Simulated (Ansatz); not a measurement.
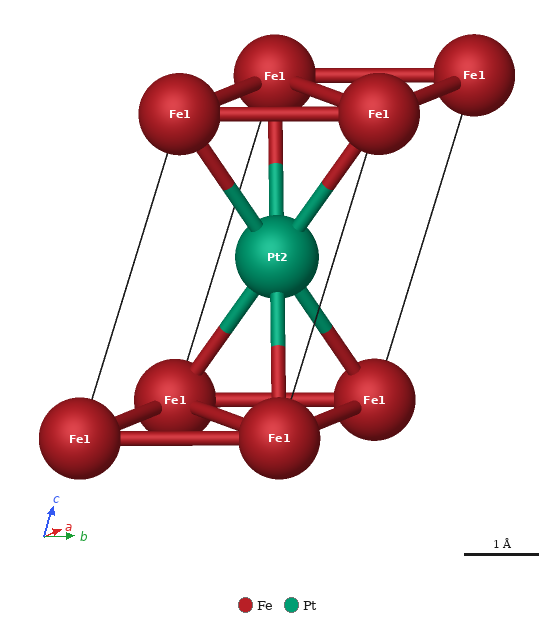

**Figure 1.** The starting structure (ball-and-stick view of the reduced cell, seen at an oblique angle; atoms are numbered from 1 in the order of the input). Near neighbours in the crystal (not all of them lie inside the picture): Fe has 6 Fe at 2.73 Å and 6 Pt at 2.70 Å; Pt has 6 Fe at 2.70 Å and 6 Pt at 2.73 Å.

# FePt: geometry relaxation (part 1 of 2)

- system: FePt (R-3m, 2 atoms in the cell)
- method: DFT PBE, scalar-relativistic, plane waves, PAW, spin-polarised (Ansatz 0.2.0)

The structure was built on a prototype by a generator; it need not be a known phase. Figures and captions count atoms from 1; the log counts them from 0 in places.

**Input**
```yaml
crystal:
  lattice:
    - [1.8829287838, 1.8829287838, 3.8139328512]
    - [1.8829287838, 3.8139328512, 1.8829287838]
    - [3.8139328512, 1.8829287838, 1.8829287838]
  atoms:
    - { symbol: Fe, position: [0.0, 0.0, 0.0], spin: 3.0 }
    - { symbol: Pt, position: [0.5, 0.5, 0.5] }
basis:
  ecutwfc: 420
kpoints:
  mp_grid: { grid: [18, 18, 18] }
hamiltonian:
  xc: pbe
scf:
  occupations: { method: gaussian, width: 0.1 }
  lower_state_search: "off"
output:
  forces: true
  stress: true
  eigenvalues: true
  populations: true
  write_density: true
  write_potential: true
  elf: true
  volumetric_format: npy
magnetization:
  spin_polarized: true
relax:
  adjacent_minimum: "off"
  f_tol: 0.01
  max_steps: 60
  cell: { stress_tol: 0.05 }
```

Machine: 1 thread of AMD EPYC (Zen 3), 32 GiB of memory available, shared host.

Run as:
```bash
ansatz run input.yaml --threads 1 --pin off --max-ram 2560MiB --backend cpu --events-out ev --progress --plain --runs-dir out
```

**Output**
```
basis.fft_grid_basis auto: the FFT boxes are laid along the combinations [[1, -1, 0], [0, 1, 0], [0, -1, 1]] of the cell's own vectors, 2.731, 4.652 and 2.731 Å long. The dense box has 20×32×20 points. Along the cell's own vectors, as sized, it would have 32×32×32, 2.56 times as many. Of the 12 symmetry operations that the crystal satisfies within crystal.symmetry.tolerance (time reversal apart; of a slab, those that keep its plane) the dense box along the cell's own vectors carries 12, and the one as laid loses 8 of those. basis.fft_grid_basis: typed keeps the cell's own vectors: state it where this run's energies or levels are differenced outside the engine with another run's, or held beside a run that keeps those vectors. Those combinations have planes normal to reciprocal vector 3, as the cell's own vectors have. Each planar average written beside output.write_density, output.write_potential has a row for each plane of the box: 20. The volumetric files lie along those combinations, not along the cell's own vectors: a cube or XSF file states them, and fields.json those of NumPy files.
Engine: ansatz 0.2.0, x86_64-unknown-linux-gnu
Pseudopotentials: kind: paw
Pseudopotential: Fe, paw, valence charge 16, recommended cutoff 420 eV (normal), Fe.paw.azcp
Pseudopotential: Pt, paw, valence charge 18, recommended cutoff 420 eV (normal), Pt.paw.azcp
Functional definition: PBE
  parameter kappa = 0.804
  parameter beta = 0.06672455060314922
  exchange = pbe_x(kappa = kappa, mu = beta*pi^2/3)
  correlation = pbe_c(beta = beta)
Crystal: 2 atoms, lattice volume = 28.263 Å³
Basis set: ecut = 420 eV, 549 PW (Γ), FFT grids on a1−a2, a2, −a2+a3, exchange–correlation on 40×64×40 points (8 copies of the dense FFT grid, shifted against one another)
Bands: 23, of which v1, the nominal top of the filled ones, is band 17 counted from 1 (16 counted from 0)
Symmetry: 12 space group operations
Space group: R-3m (ITA 166), of the structure as read, at distance tolerance 3.0e-5 Å
Magnetic group: BNS 166.97 (UNI 1327), of the structure as read, at distance tolerance 3.0e-5 Å
k-points: 580 of 5832
Non-local potential: Fe, projectors of the file, l = 0: 3, l = 1: 2, l = 2: 3, l = 3: 1
Non-local potential: Pt, projectors of the file, l = 0: 3, l = 1: 2, l = 2: 2, l = 3: 1
PAW form: soft (Blöchl's): semilocal exchange-correlation on the pseudo side does not see the compensation charge
PAW one-centre angular grid: Fe, 590 points (default); XC on 64 Gauss nodes
PAW one-centre angular grid: Pt, 590 points (default); XC on 64 Gauss nodes
Initial density: superposition of atomic densities (chi_scale 0.1, normalization cell)
Starting moments: Σ|m| = 3 μB on 1 of 2 sites
Initial wavefunctions: pseudopotential atomic-orbital guess
Functional: x = pbe(κ = 0.804, μ = 0.2195149727645171), c = pbe(β = 0.06672455060314922)
SCF iter   1: F=—  HF=-17006.601752 eV  |F-HF|=—  |Δ(HF+E_count)|=         —  Δρ=2.25e-1 (↑9.73e-2 ↓2.25e-1)  dr2=4.66e1  dr2_m=1.95e0  M=1.571 μB ∫|m|=1.701 μB  β_m=0.30  ethr=3.10e-3  ⟨swp⟩=4.6  Hψ=98447  notcnv=0
preconditioner: auto → none  [metal: Δε(μ)=0.001 eV  Ē_g=9.302 eV  σ=0.100 eV  W_gap=0.01  n_scr=8 (ndim 8)  ℏωp=29.6 eV  f_vac=0.000  D(μ)=2.92/eV (n_scr^D=36)  sad-step TF]
SCF iter   2: F=—  HF=-17004.897496 eV  |F-HF|=—  |Δ(HF+E_count)|=    1.70e0  Δρ=1.14e-1 (↑9.69e-2 ↓1.14e-1)  dr2=9.74e0  dr2_m=5.54e-2  M=3.173 μB ∫|m|=3.229 μB  β_m=0.30  ethr=3.10e-3  ⟨swp⟩=3.0  Hψ=65258  notcnv=0  defer=1307
SCF iter   3: F=—  HF=-17003.713455 eV  |F-HF|=—  |Δ(HF+E_count)|=    1.18e0  Δρ=4.32e-2 (↑1.82e-2 ↓4.32e-2)  dr2=7.10e-1  dr2_m=1.21e-1  M=3.212 μB ∫|m|=3.289 μB  β_m=0.30  ethr=3.10e-3  ⟨swp⟩=2.8  Hψ=60351  notcnv=0  defer=1546
SCF iter   4: F=—  HF=-17003.701741 eV  |F-HF|=—  |Δ(HF+E_count)|=   1.17e-2  Δρ=2.05e-2 (↑1.25e-2 ↓2.05e-2)  dr2=5.59e-2  dr2_m=5.23e-2  M=3.174 μB ∫|m|=3.269 μB  β_m=0.30  ethr=2.09e-3  ⟨swp⟩=2.0  Hψ=37234  notcnv=0  defer=1508
Mixer restart at iter 4: flushing history
spin-set hold released at iteration 4 (the charge has settled, or the pull on large starting moments outlasts its swing): the magnetisation degrees of freedom join the quasi-Newton model from the next iteration; the mixer history was flushed
SCF iter   5: F=—  HF=-17003.730016 eV  |F-HF|=—  |Δ(HF+E_count)|=   2.83e-2  Δρ=1.45e-2 (↑1.36e-2 ↓1.45e-2)  dr2=1.88e-1  dr2_m=1.82e-2  M=3.113 μB ∫|m|=3.225 μB  β_m=0.30  ethr=1.64e-4  ⟨swp⟩=2.1  Hψ=39232  notcnv=0  defer=1507
SCF iter   6: F=—  HF=-17003.750640 eV  |F-HF|=—  |Δ(HF+E_count)|=   2.06e-2  Δρ=2.77e-2 (↑1.12e-2 ↓2.77e-2)  dr2=4.29e-1  dr2_m=4.67e-2  M=3.234 μB ∫|m|=3.344 μB  β_m=0.05  ethr=1.64e-4  ⟨swp⟩=2.3  Hψ=45549  notcnv=0  defer=1449  recentre
SCF iter   7: F=—  HF=-17003.721557 eV  |F-HF|=—  |Δ(HF+E_count)|=   2.91e-2  Δρ=1.04e-2 (↑8.75e-3 ↓1.04e-2)  dr2=6.83e-3  dr2_m=1.94e-2  M=3.169 μB ∫|m|=3.285 μB  β_m=0.05  ethr=1.64e-4  ⟨swp⟩=2.1  Hψ=38385  notcnv=0  defer=1440
SCF iter   8: F=—  HF=-17003.729810 eV  |F-HF|=—  |Δ(HF+E_count)|=   8.25e-3  Δρ=6.77e-3 (↑6.77e-3 ↓6.66e-3)  dr2=2.14e-3  dr2_m=1.03e-2  M=3.182 μB ∫|m|=3.310 μB  β_m=0.20  ethr=2.01e-5  ⟨swp⟩=1.4  Hψ=35165  notcnv=0  defer=1423
SCF iter   9: F=—  HF=-17003.737456 eV  |F-HF|=—  |Δ(HF+E_count)|=   7.65e-3  Δρ=2.43e-3 (↑2.43e-3 ↓1.99e-3)  dr2=1.39e-3  dr2_m=2.31e-4  M=3.208 μB ∫|m|=3.366 μB  β_m=0.39  ethr=6.28e-6  ⟨swp⟩=2.1  Hψ=45867  notcnv=0  defer=1423
SCF iter  10: F=—  HF=-17003.737451 eV  |F-HF|=—  |Δ(HF+E_count)|=   4.66e-6  Δρ=1.45e-3 (↑1.45e-3 ↓9.86e-4)  dr2=2.57e-4  dr2_m=2.24e-4  M=3.205 μB ∫|m|=3.363 μB  β_m=0.59  ethr=4.08e-6  ⟨swp⟩=1.0  Hψ=25288  notcnv=0  defer=1423
SCF iter  11: F=—  HF=-17003.737624 eV  |F-HF|=—  |Δ(HF+E_count)|=   1.73e-4  Δρ=5.44e-4 (↑2.77e-4 ↓5.44e-4)  dr2=2.06e-4  dr2_m=1.37e-5  M=3.207 μB ∫|m|=3.370 μB  β_m=0.71  ethr=7.56e-7  ⟨swp⟩=2.3  Hψ=37702  notcnv=0  defer=1423
SCF iter  12: F=—  HF=-17003.737622 eV  |F-HF|=—  |Δ(HF+E_count)|=   2.53e-6  Δρ=1.54e-4 (↑5.27e-5 ↓1.54e-4)  dr2=1.13e-5  dr2_m=1.40e-6  M=3.209 μB ∫|m|=3.372 μB  β_m=0.70  ethr=6.06e-7  ⟨swp⟩=1.0  Hψ=25223  notcnv=0  defer=1423
SCF iter  13: F=—  HF=-17003.737628 eV  |F-HF|=—  |Δ(HF+E_count)|=   6.02e-6  Δρ=3.97e-5 (↑1.99e-5 ↓3.97e-5)  dr2=3.02e-7  dr2_m=2.10e-7  M=3.209 μB ∫|m|=3.372 μB  β_m=0.82  ethr=3.33e-8  ⟨swp⟩=1.4  Hψ=28471  notcnv=0  defer=1423
iter 14 did not close the SCF: its close was put off until two iterations running show no level that it waits for move by more than its bar (scf_convergence_deferred on its scf_iter line)
SCF iter  14: F=-17003.737628 eV  HF=-17003.737628 eV  |F-HF|=8.52e-9  |Δ(HF+E_count)|=   7.84e-8  Δρ=9.67e-6 (↑9.67e-6 ↓6.82e-6)  dr2=1.54e-8  dr2_m=1.37e-8  M=3.210 μB ∫|m|=3.373 μB  β_m=0.89  ethr=2.94e-10  ⟨swp⟩=10.6  Hψ=159851  notcnv=0
iter 15 did not close the SCF: its close was put off until two iterations running show no level that it waits for move by more than its bar (scf_convergence_deferred on its scf_iter line)
SCF iter  15: F=-17003.737628 eV  HF=-17003.737628 eV  |F-HF|=3.95e-9  |Δ(HF+E_count)|=   1.94e-9  Δρ=3.01e-6 (↑6.73e-7 ↓3.01e-6)  dr2=4.33e-9  dr2_m=5.73e-10  M=3.210 μB ∫|m|=3.373 μB  β_m=0.94  ethr=4.52e-11  ⟨swp⟩=4.7  Hψ=134357  notcnv=0
SCF iter  16: F=-17003.737628 eV  HF=-17003.737628 eV  |F-HF|=2.06e-9  |Δ(HF+E_count)|=  2.91e-11  Δρ=1.48e-6 (↑9.11e-7 ↓1.48e-6)  dr2=2.14e-9  dr2_m=3.35e-11  M=3.210 μB ∫|m|=3.373 μB  ethr=1.27e-11  ⟨swp⟩=4.9  Hψ=122932  notcnv=0
SCF 1 converged in 16 iterations: F = -17003.737628 eV  dr2 = 2.14e-9
  greatest PAW one-centre occupation: 1.003 electrons in one spin orbital (limit 2), on the Fe atom at site 0 (counted from 0), in its partial waves of l = 1
relax step   1: F+E_penalty+E_count = -17003.73762792 eV  Δ(F+E_penalty+E_count) = +0.000e0 eV  max|allowed force component| = 1.893e-29 eV/Å  Δτ_max = 0.0000 Å  P = +0.000 GPa  Ω = 28.263 Å³  (16 SCF iters, dr2 threshold 1.00e-7 eV, accepted)
Initial density: handed on by an earlier stage of this run
Starting moments: Σ|m| = 3 μB on 1 of 2 sites; this step starts from the density that it was given
Initial wavefunctions: pseudopotential atomic-orbital guess (no wavefunctions were taken with the density)
iter 1 solved again at ethr=1.24e-8 eV; its pass at ethr=3.10e-3 eV (dr2=4.22e-6 eV) is discarded
SCF iter   1: F=—  HF=-17003.737628 eV  |F-HF|=—  |Δ(HF+E_count)|=         —  Δρ=1.39e-6 (↑1.11e-6 ↓1.39e-6)  dr2=2.28e-9  dr2_m=3.58e-11  M=3.210 μB ∫|m|=3.373 μB  β_m=0.30  ethr=1.24e-8  ⟨swp⟩=3.1  Hψ=179918  notcnv=0
preconditioner: auto → none  [metal: Δε(μ)=0.002 eV  Ē_g=9.524 eV  σ=0.100 eV  W_gap=0.01  n_scr=8 (ndim 8)  ℏωp=29.6 eV  f_vac=0.000  D(μ)=1.45/eV (n_scr^D=16)]
SCF iter   2: F=—  HF=-17003.737628 eV  |F-HF|=—  |Δ(HF+E_count)|=   2.42e-7  Δρ=3.68e-6 (↑1.75e-6 ↓3.68e-6)  dr2=1.33e-8  dr2_m=3.47e-10  M=3.210 μB ∫|m|=3.373 μB  β_m=0.30  ethr=6.71e-12  ⟨swp⟩=2.6  Hψ=49016  notcnv=0
SCF iter   3: F=—  HF=-17003.737628 eV  |F-HF|=—  |Δ(HF+E_count)|=   1.06e-9  Δρ=4.57e-7 (↑4.11e-7 ↓4.57e-7)  dr2=1.36e-10  dr2_m=6.78e-12  M=3.210 μB ∫|m|=3.373 μB  β_m=0.26  ethr=6.71e-12  ⟨swp⟩=1.9  Hψ=30776  notcnv=0
SCF iter   4: F=—  HF=-17003.737628 eV  |F-HF|=—  |Δ(HF+E_count)|=  2.55e-11  Δρ=2.49e-7 (↑1.63e-7 ↓2.49e-7)  dr2=2.20e-11  dr2_m=6.21e-12  M=3.210 μB ∫|m|=3.373 μB  β_m=0.46  ethr=1.00e-12  ⟨swp⟩=1.0  Hψ=26723  notcnv=0
SCF iter   5: F=-17003.737628 eV  HF=-17003.737628 eV  |F-HF|=3.64e-12  |Δ(HF+E_count)|=  3.64e-12  Δρ=9.46e-8 (↑7.46e-8 ↓9.46e-8)  dr2=3.05e-13  dr2_m=1.63e-12  M=3.210 μB ∫|m|=3.373 μB  ethr=1.00e-12  ⟨swp⟩=4.7  Hψ=95082  notcnv=0
SCF 2 converged in 5 iterations: F = -17003.737628 eV  dr2 = 3.05e-13
relax step   2: F+E_penalty+E_count = -17003.73762793 eV  Δ(F+E_penalty+E_count) = -1.895e-9 eV  max|allowed force component| = 2.630e-29 eV/Å  Δτ_max = 0.0000 Å  P = -0.000 GPa  Ω = 28.263 Å³  stress off target by 9.53e-4 GPa  SCF on the basis re-selected at this cell (its energy is not comparable with the rows above)  (5 SCF iters)
```

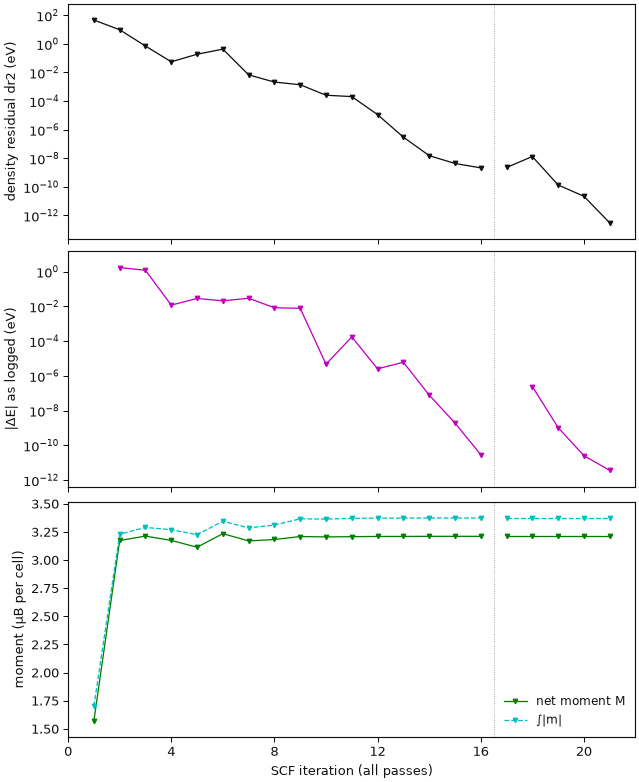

**Figure 2.** Convergence of the self-consistent field: density residual dr2, size of the energy change and magnetic moment against the SCF iteration. The dotted lines part the SCF passes of the relaxation: geometry steps, rejected trials and re-solves on a re-selected basis. The passes take 16 and 5 iterations. The net moment goes from 1.6 to 3.2 μB per cell.
